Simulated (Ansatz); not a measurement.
```yaml
crystal:
  lattice:
    - [5.03389, 0.00000, 0.00000]
    - [-2.51695, 4.35948, 0.00000]
    - [0.00000, 0.00000, 13.26431]
  atoms:
    - { symbol: Ti, position: [0.00000, 0.00000, 0.15106] }
    - { symbol: Ti, position: [0.66667, 0.33333, 0.48439] }
    - { symbol: Ti, position: [0.33333, 0.66667, 0.81773] }
    - { symbol: Ti, position: [0.60369, 0.00000, 0.00000] }
    - { symbol: Ti, position: [0.27036, 0.33333, 0.33333] }
    - { symbol: Ti, position: [0.93703, 0.66667, 0.66667] }
    - { symbol: Ti, position: [0.00000, 0.60369, 0.00000] }
    - { symbol: Ti, position: [0.66667, 0.93703, 0.33333] }
    - { symbol: Ti, position: [0.33333, 0.27036, 0.66667] }
    - { symbol: Ti, position: [0.66667, 0.33333, 0.18227] }
    - { symbol: Ti, position: [0.33333, 0.66667, 0.51561] }
    - { symbol: Ti, position: [0.00000, 0.00000, 0.84894] }
    - { symbol: Ti, position: [0.39631, 0.39631, 0.00000] }
    - { symbol: Ti, position: [0.06297, 0.72964, 0.33333] }
    - { symbol: Ti, position: [0.72964, 0.06297, 0.66667] }
    - { symbol: Si, position: [0.33333, 0.66667, 0.16667] }
    - { symbol: Si, position: [0.00000, 0.00000, 0.50000] }
    - { symbol: Si, position: [0.66667, 0.33333, 0.83333] }
```

Space group R32; a structure from a database of computed crystals, not necessarily the ambient phase; computed without spin polarisation.

Computed with Ansatz 0.2.0, DFT r2SCAN, scalar-relativistic, plane waves, PAW.

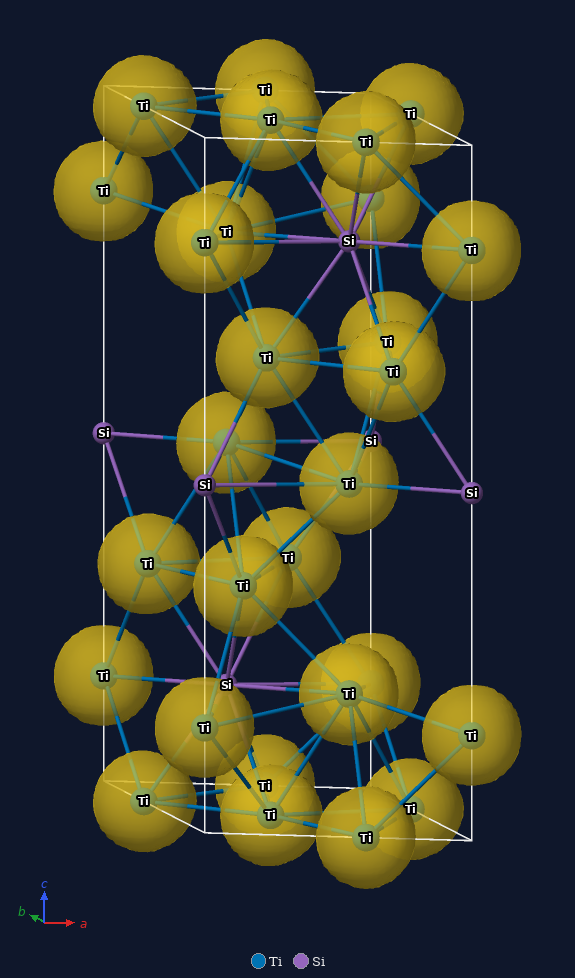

Ti5Si. Isosurface of the valence electron density at 0.5 e/Å³ (yellow), seen slightly off an axis. Sticks mark near contacts.

In a PAW calculation such maps are meaningful between the atoms, not at the nuclei.

### How is the density connected at this value?

At this value the density breaks into separate islands; it holds about 70 % of the electrons treated as valence (semicore included). It bridges none of the near contacts. It is pinched off along the shortest Ti–Ti (2.67 Å), Ti–Si (2.70 Å), Ti–Ti (2.83 Å) and Ti–Ti (2.87 Å) contacts. On the grid the lowest density along these lines, outside the cores, is 0.24 e/Å³ (Ti–Ti, 2.67 Å), 0.26 e/Å³ (Ti–Si, 2.70 Å), 0.18 e/Å³ (Ti–Ti, 2.83 Å) and 0.22 e/Å³ (Ti–Ti, 2.87 Å).
